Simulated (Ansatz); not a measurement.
System: AgBr, space group I4/mmm, 2 atoms in the cell, rocksalt type, biaxial (xy) strain +1.1%.

```cif
data_structure
_symmetry_space_group_name_H-M 'I4/mmm'
_symmetry_Int_Tables_number 139
_cell_length_a 4.1368
_cell_length_b 4.1368
_cell_length_c 5.7855
_cell_angle_alpha 90.000
_cell_angle_beta 90.000
_cell_angle_gamma 90.000
_cell_volume 99.01
loop_
_atom_site_label
_atom_site_type_symbol
_atom_site_symmetry_multiplicity
_atom_site_Wyckoff_symbol
_atom_site_fract_x
_atom_site_fract_y
_atom_site_fract_z
_atom_site_occupancy
Ag1 Ag 2 a 0.00000 0.00000 0.00000 1
Br1 Br 2 b 0.00000 0.00000 0.50000 1
```

Computed with Ansatz 0.2.0: DFT, r2SCAN, plane waves, PAW, no spin polarisation, 8×8×8 k mesh, 500 eV cutoff.

Predict the main features of the density of states.

There is a gap; over the k points computed it is 1.26 eV (indirect; the smallest direct gap is 3.11 eV). The upper group of valence states starts about 5.0 eV under the valence-band top, with a gap beneath it; it holds about 16 electrons a cell. Within the window shown, the tallest peak of the filled states lies 2.4 eV under the valence-band top, at about 11 states per eV and cell.

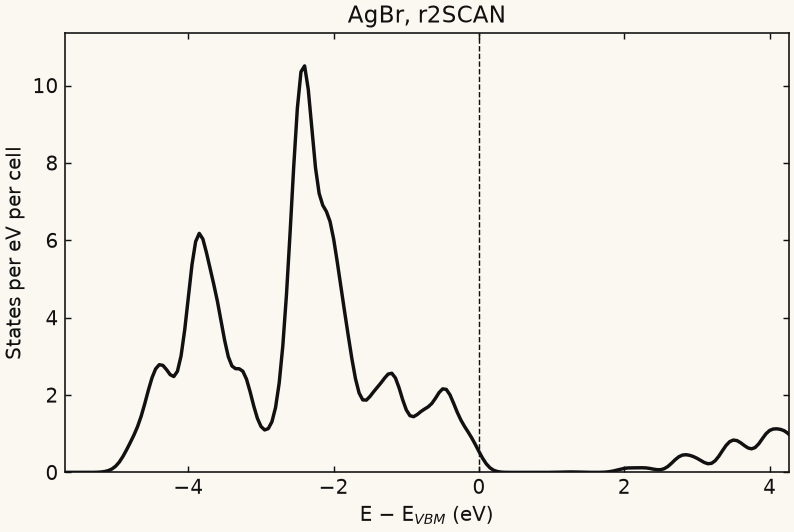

Density of states. Energies are counted from the top of the valence band. The curve is built from the levels of the k mesh with Gaussians 0.3 eV wide, which also blur the band edges.
